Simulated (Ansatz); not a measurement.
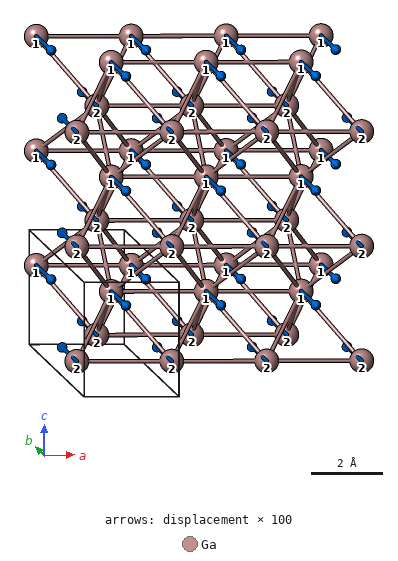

A relaxation of crystalline Ga (set up in C2/c). The starting structure is drawn; blue arrows show the displacements (the part carried along by the change of the cell is left out), 100 times their true length.

The picture is a ball-and-stick view of the conventional cell (2 times the calculation's cell), repeated 3 × 1 × 3 with one cell outlined, seen slightly off an axis. Lengths and directions refer to the drawn axes.

The run lets cell and atoms move.

Method: Ansatz 0.2.0, Kohn-Sham DFT of a periodic cell, PBEsol, Ansatz PAW.

The input:
```yaml
crystal:
  lattice:
    - [1.383, -4.0265, 0.0]
    - [1.383, 4.0265, 0.0]
    - [-0.1174474948, 0.0, 3.3299294416]
  atoms:
    - { symbol: Ga, position: [0.131, 0.869, 0.75] }
    - { symbol: Ga, position: [0.869, 0.131, 0.25] }
hamiltonian:
  xc: pbesol
  pseudopotentials: { kind: paw }
kpoints:
  mp_grid: { grid: [10, 10, 8] }
scf:
  occupations: { method: fermi_dirac, width: 0.05 }
output:
  forces: true
  stress: true
  eigenvalues: true
relax:
  f_tol: 0.01
  max_steps: 40
  cell: { stress_tol: 0.05, p_target: 10.0 }
```

Launched with:
```bash
ansatz run input.yaml --threads 2 --pin off --max-ram 5632MiB --backend cpu --events-out ev --progress --plain --runs-dir out
```

**What did the optimiser do to the structure, and how much energy did it gain?**

The largest moves relative to the cell, 0.024 Å, are those of Ga1 and Ga2. Ga1 goes along −b. Cell: a 2.766 → 2.685 Å (−2.9 %), b 8.053 → 7.788 Å (−3.3 %), c 3.332 → 3.038 Å (−8.8 %), β 92.0° → 91.8°. Volume −14.4 %. Some distances before and after: Ga1–Ga2 2.920 → 2.739 Å, Ga1–Ga2 (another image) 2.863 → 2.690 Å, Ga1–Ga2 (another image) 2.688 → 2.583 Å, Ga1–Ga1 2.766 → 2.685 Å. The space group stays C2/c (No. 15). Over 6 accepted moves (7 points after the start) the energy rises by 43.7 meV per atom. With the target pressure of 10 GPa, the enthalpy E + pV changes by −123 meV per atom. The largest force component goes from 0.2 to 0.0019 eV/Å. The pressure goes from −1.97 to 9.98 GPa. The SCF was repeated once at an unchanged geometry on a basis and grid sized afresh for the cell, which shifted the energy by 0.7 meV per atom at most.
